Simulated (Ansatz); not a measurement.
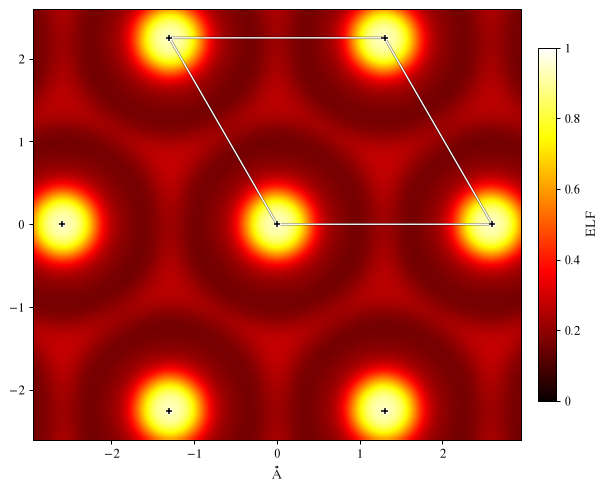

The ELF on a plane through atoms (crosses mark nuclei in the plane).

These are results of DFT, PBE, plane waves (420 eV) with PAW, scalar-relativistic in Ansatz 0.2.0, not measurements.

Candidates:
A. Pt, a = 5.86 Å, b = 5.86 Å, c = 5.86 Å, α = 90.00°, β = 90.00°, γ = 90.00°. Space group Fd-3m; set up as Pt, diamond; a generated structure, not necessarily the stable one; changed on purpose from its base cell (volume × 1.04); computed pressure about −4 GPa in this cell.
B. Cu, a = 2.60 Å, b = 2.60 Å, c = 8.50 Å, α = 90.00°, β = 90.00°, γ = 120.00°. Space group P6₃/mmc; set up as Cu, dhcp; a generated structure, not necessarily the stable one; changed on purpose from its base cell (volume × 1.04); computed pressure about −5 GPa in this cell; computed without spin polarisation.
C. Be, a = 2.43 Å, b = 2.43 Å, c = 2.43 Å, α = 90.00°, β = 90.00°, γ = 90.00°. Space group Im-3m; set up as Be, bcc; a generated structure, not necessarily the stable one; changed on purpose from its base cell (volume × 0.92); computed pressure about 12 GPa in this cell.

Which system is this?

Candidate B: Cu on the (001) plane of the conventional cell, which holds Cu. Cu–Cu (2.60 Å): the ELF is about 0.20 at the midpoint; no shared electron pair shows on this line.
